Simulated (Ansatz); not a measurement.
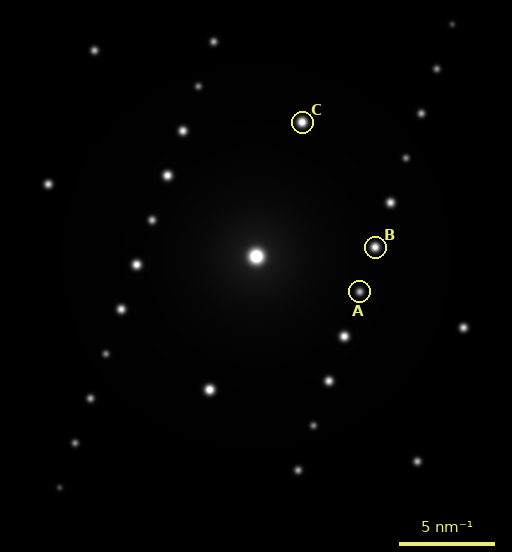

Computed electron diffraction pattern, 200 kV, single scattering only, B = 0.5 Å². The zone axis points towards the electron source and the pattern is seen from the source side.

W, space group P6/mmm (No. 191), a = 4.642 Å, c = 2.583 Å (hexagonal axes). Structure: the end point of a relaxation with DFT, PBEsol, plane waves (420 eV) with PAW, scalar-relativistic (Ansatz); the starting structure was generated, so it need not be a known form of this composition.

Spot A is indexed -2 1 1 and spot B -2 0 1.

### What are the indices of the remaining marked spot?

C = −3A + 3B = 0 -3 0 (d = 1.340 Å).

### Which zone axis is this?

The cross product of A and B is parallel to [102]; every spot obeys hu + kv + lw = 0.

### What are the spacings of A and B and the angle between them?

d(A) = 1.726 Å, d(B) = 1.586 Å, and the angle is 23.2°.
